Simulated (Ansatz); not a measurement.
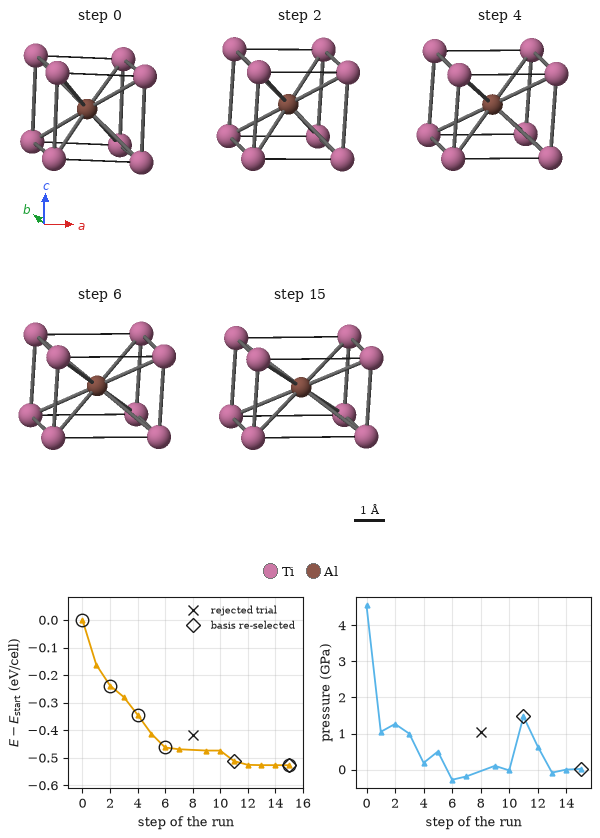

Frames of a relaxation of crystalline TiAl (set up in P1), marked on the history of the run. The picture is a ball-and-stick view of the cell of the calculation, seen slightly off an axis.

Case: all atoms moved at random, sigma 0.02 Å for each component, cell strained at random, sigma 0.06; relaxed back.

Level of theory: DFT PBEsol, scalar-relativistic, plane waves, PAW (Ansatz).

Input file:
```yaml
crystal:
  lattice:
    - [3.2050459963, 0.168853387, -0.1893544545]
    - [0.168853387, 3.1521663694, -0.25276627]
    - [-0.1893544545, -0.25276627, 3.1374707495]
  atoms:
    - { symbol: Ti, position: [0.0079856016, -0.0017263393, 0.000656467] }
    - { symbol: Al, position: [0.4920143984, 0.5017263393, 0.499343533] }
basis:
  ecutwfc: 420
kpoints:
  mp_grid: { grid: [10, 10, 10] }
hamiltonian:
  xc: pbesol
scf:
  occupations: { method: gaussian, width: 0.15 }
output:
  forces: true
  stress: true
  eigenvalues: true
relax:
  adjacent_minimum: "off"
  f_tol: 0.01
  max_steps: 80
  cell: { stress_tol: 0.1 }
```

Run as
```bash
ansatz run input.yaml --threads 2 --pin off --max-ram 5120MiB --backend cpu --events-out ev --progress --plain --runs-dir out
```

Describe the path.

The energy falls by 0.527 eV per cell of the calculation in 12 accepted moves (15 points after the start). The largest force component goes from 0.44 to under 0.0001 eV/Å. The pressure goes from 4.55 to 0.02 GPa. The line search rejected the trial step at point 8 of the run. The SCF was repeated twice at an unchanged geometry on a basis and grid sized afresh for the cell, which shifted the energy by 37.9 meV per cell of the calculation at most. The largest moves relative to the cell, 0.033 Å, are those of Ti1 and Al2. Ti1 goes along [−3 1 0]. Largest moves by element: Ti 0.033 Å, Al 0.033 Å. The drawn cell changes as follows: a 3.215 → 4.048 Å (+25.9 %), b 3.167 → 2.792 Å (−11.8 %), c 3.153 → 2.792 Å (−11.5 %), α 99.3° → 90.0°, β 97.0° → 90.0°, γ 83.7° → 90.0°; the volume changes by +0.8 %. Some distances before and after: Ti1–Ti1 3.167 → 2.792 Å, Al2–Al2 3.167 → 2.792 Å, Ti1–Al2 3.117 → 2.828 Å, Ti1–Al2 (another image) 2.563 → 2.827 Å. Within 0.06 Å the space group is Cm at the start and P4/mmm at the end; at a tighter tolerance small leftover displacements or strains of the cell lower it. Cost: 2.5 min on 2 threads of Arm Neoverse V2, on a shared host, peak memory 0.54 GiB. From step 0 to 2: Ti and Al atoms move most (0.03 Å), volume −0.5 %, energy −0.238 eV per cell of the calculation. From step 2 to 4: volume +0.7 %, energy −0.106 eV per cell of the calculation. From step 4 to 6: volume −0.2 %, energy −0.119 eV per cell of the calculation. From step 6 to 15: volume +0.7 %, energy −64.3 meV per cell of the calculation.
